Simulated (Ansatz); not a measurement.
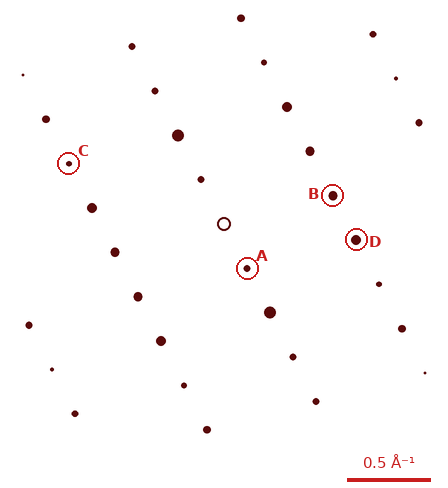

Computed electron diffraction pattern, 200 kV, single scattering only, B = 0.5 Å². The zone axis points towards the electron source and the pattern is seen from the source side.

Crystal: Pt, space group Cmcm (No. 63), a = 2.71 Å, b = 6.64 Å, c = 3.64 Å. Structure: the end point of a relaxation with DFT, r2SCAN, plane waves (500 eV) with PAW, scalar-relativistic (Ansatz); the starting structure was generated, so it need not be a known form of this composition.

```tsv
atom	site	symmetry	x	y	z
Pt	4c	m2m	0.5000	0.1398	0.2500
```

Spot A is indexed 0 -2 0 and spot B 1 -1 -2.

### Give hkl for C, D.

C = −2A − B = -1 5 2 (d = 0.998 Å). D = A + B = 1 -3 -2 (d = 1.248 Å).

### Give [uvw].

The cross product of A and B is parallel to [201]; every spot obeys hu + kv + lw = 0.

### What are the spacings of A and B and the angle between them?

d(A) = 3.321 Å, d(B) = 1.473 Å, and the angle is 77.2°.
